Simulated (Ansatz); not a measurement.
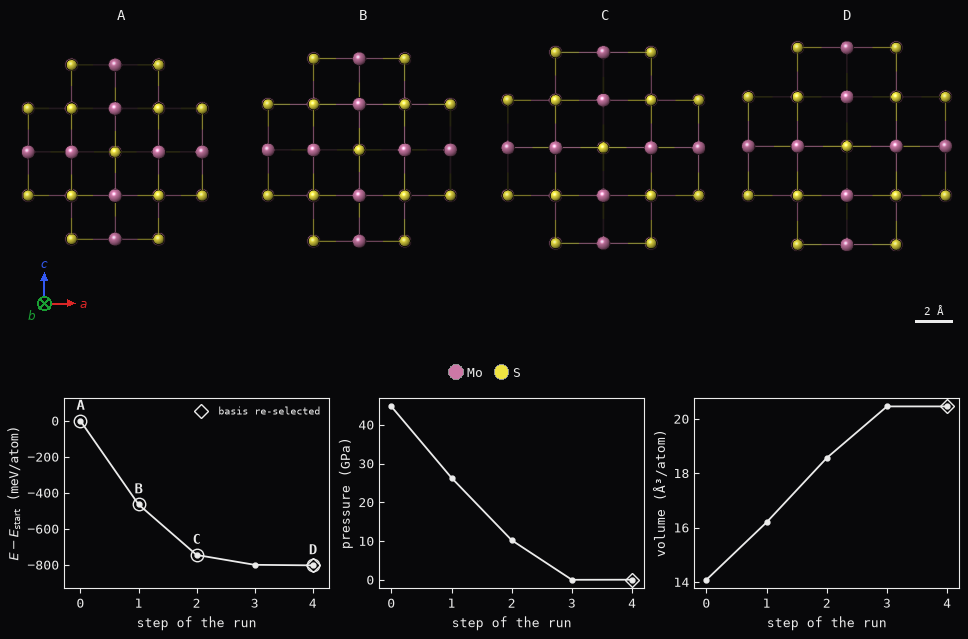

Frames of a relaxation of crystalline MoS (built on the rock salt type) (coarse preliminary run), marked on the history of the run. Style: ball-and-stick. Shown: the conventional cell (4 times the calculation's cell), along the b axis. Lengths and directions refer to the drawn axes.

The calculation used Ansatz, DFT r2SCAN+U, scalar-relativistic, plane waves, PAW.

The input:
```yaml
crystal:
  lattice:
    - [0.0, 2.414875608, 2.414875608]
    - [2.414875608, 0.0, 2.414875608]
    - [2.414875608, 2.414875608, 0.0]
  atoms:
    - { symbol: Mo, position: [0.0, 0.0, 0.0], spin: 2.51 }
    - { symbol: S, position: [0.5, 0.5, 0.5], spin: 0.12 }
basis:
  ecutwfc: 500
kpoints:
  mp_grid: { grid: [8, 8, 8] }
hamiltonian:
  xc: r2scan
  hubbard: { sites: [{ species: Mo, l: d, u_eff: 4.38 }] }
scf:
  occupations: { method: gaussian, width: 0.1 }
output:
  forces: true
  stress: true
  eigenvalues: true
  populations: true
magnetization:
  spin_polarized: true
relax:
  adjacent_minimum: "off"
  f_tol: 0.05
  max_steps: 80
  cell: { stress_tol: 0.5 }
```

Launched with:
```bash
ansatz run input.yaml --threads 1 --pin off --max-ram 2560MiB --backend cpu --events-out ev --progress --plain --runs-dir out
```

### Describe the path.

After 3 accepted moves (4 points after the start) the energy has fallen by 803 meV per atom. All forces vanish by symmetry, so only the cell relaxes. The pressure goes from 44.74 to 0.04 GPa. The SCF was repeated once at an unchanged geometry on a basis and grid sized afresh for the cell, which shifted the energy by 2.9 meV per atom at most. No atom moves by more than 0.005 Å relative to the cell. The drawn cell changes as follows: a = b = c 4.830 → 5.470 Å (+13.3 %); the volume changes by +45.3 %. Among the contacts that change: Mo1–S2 2.415 → 2.735 Å. The space group stays Fm-3m (No. 225). The program noted that the starting moments weren't kept. Cost: 79 s on 1 thread of Intel(R) Xeon(R) Processor @ 2.50GHz (Skylake/Cascade Lake) (shared host), peak memory 0.52 GiB. From step 0 to 1: volume +15.0 %, energy −464 meV per atom. From step 1 to 2: volume +14.6 %, energy −281 meV per atom. From step 2 to 4: volume +10.2 %, energy −57.7 meV per atom.
